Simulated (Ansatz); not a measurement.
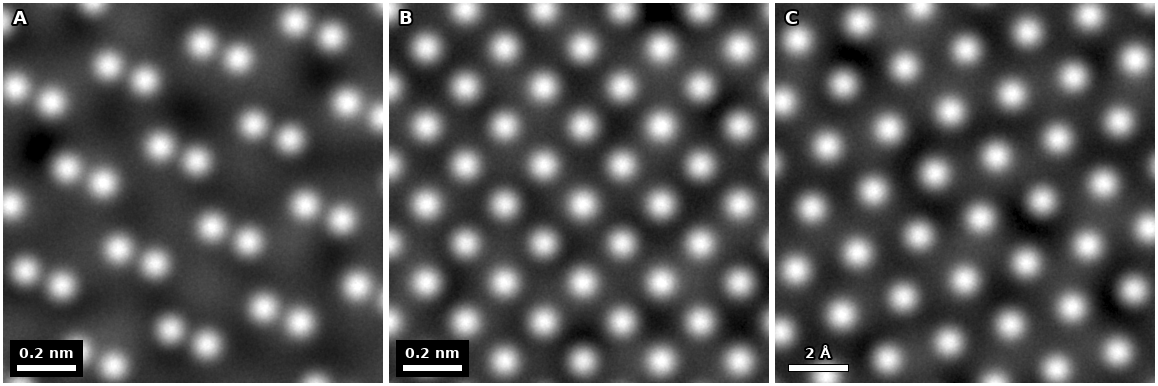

Three views of Ru (Fd-3m, No. 227) along different zone axes. Simulated incoherent Z contrast: every atom adds Z^1.7 spread by a probe of 0.74 Å full width; channelling and multiple scattering are left out. The probe carries 15 % of its weight in a tail 2.5 times as wide. The display is stretched by a gamma of 0.65; percentages refer to the linear signal. Shot noise and the speckle of an amorphous layer were added. Atomic positions: the geometry given to an electronic-structure calculation, possibly off equilibrium; the starting structure was generated, so it need not be a known form of this composition.

```xyz
8
Lattice="5.3562 0.0000 0.0000 0.0000 5.3562 0.0000 0.0000 0.0000 5.3562" Properties=species:S:1:pos:R:3 pbc="T T T"
Ru    4.0171    4.0171    4.0171
Ru    0.0000    2.6781    0.0000
Ru    4.0171    1.3390    1.3390
Ru    0.0000    0.0000    2.6781
Ru    1.3390    4.0171    1.3390
Ru    2.6781    2.6781    2.6781
Ru    1.3390    1.3390    4.0171
Ru    2.6781    0.0000    0.0000
```

**Match the panels to the zone axes [001], [110] and [111].**

A is [110]: projected cell 3.28 × 3.28 Å, 109°, plane group c2mm. B is [001]: projected cell 1.89 × 1.89 Å, 90°, plane group p4mm. C is [111]: projected cell 2.19 × 2.19 Å, 120°, plane group p6mm.
